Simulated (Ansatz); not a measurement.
A structure file:

```
CELL_PARAMETERS angstrom
4.54535 0.00000 0.00000
0.00000 5.51962 0.00000
0.00000 0.00000 4.90920
ATOMIC_POSITIONS crystal
Ti 0.50000 0.67299 0.75000
Ti 0.00000 0.82701 0.25000
Ti 0.50000 0.32701 0.25000
Ti 0.00000 0.17299 0.75000
O 0.72855 0.61828 0.08135
O 0.22855 0.88172 0.91865
O 0.77145 0.88172 0.58135
O 0.27145 0.61828 0.41865
O 0.72855 0.38172 0.58135
O 0.22855 0.11828 0.41865
O 0.77145 0.11828 0.08135
O 0.27145 0.38172 0.91865
```

**Say what kind of structure these coordinates give.**

Formula: TiO₂. The symmetry is that of Pbcn (No. 60), on a primitive orthorhombic lattice. Atoms per cell: 12 (4 Ti, 8 O). The polyhedra are TiO6 octahedra; they share corners and edges. Around each Ti lie six O in a distorted octahedral arrangement at 1.88 to 2.09 Å. About every O there are three Ti at 1.88 to 2.09 Å. Not all metal-metal contacts are counted. The bonds build a three-dimensional framework.

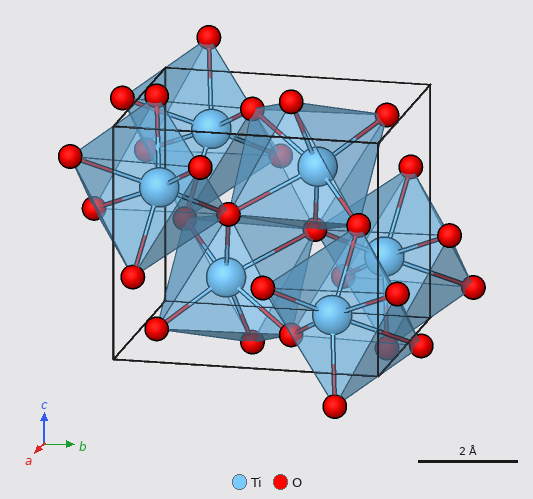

Drawn in the polyhedral manner and seen slightly off an axis. The frame is the conventional unit cell; atoms at its boundary are shown with their periodic copies. Some neighbours outside the box are added. Colours: titanium blue, oxygen red.

Starting structure: a structure listed in the Materials Project. Earlier steps of the study may have refined or changed the cell and positions. Ansatz was used for an electronic-structure calculation on it.

At this level of theory the cell isn't at rest (compressed, at 4 GPa), so its distances can differ from those at equilibrium, the more so the softer the solid.
